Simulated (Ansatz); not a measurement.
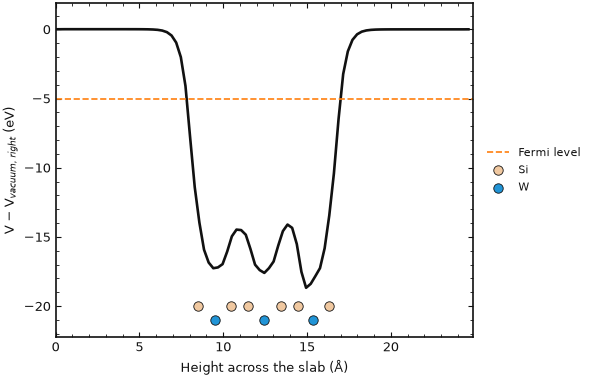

Plane-averaged electrostatic potential energy of an electron across the slab; circles at the bottom mark the heights of the atoms (positions after relaxation).

Structure: a (101) slab cut from Si₂W (I4/mmm), ended by Si planes, 9 atoms in the cell.

Method: DFT PBEsol, scalar-relativistic, plane waves, PAW, no spin polarisation, 10×7×1 k mesh, 420 eV cutoff, Gaussian smearing of 0.1 eV (Ansatz).

Q: Read off the work function of each face.

A: The work function is 5.06 eV, the same on both faces. The two vacuum levels agree, so the slab has no net dipole along its normal.

Q: How thick are slab and vacuum?

A: The outermost atoms are 7.8 Å apart, which leaves 17.1 Å of vacuum in a cell 24.9 Å high.

Spin-orbit coupling is left out, which matters for W.
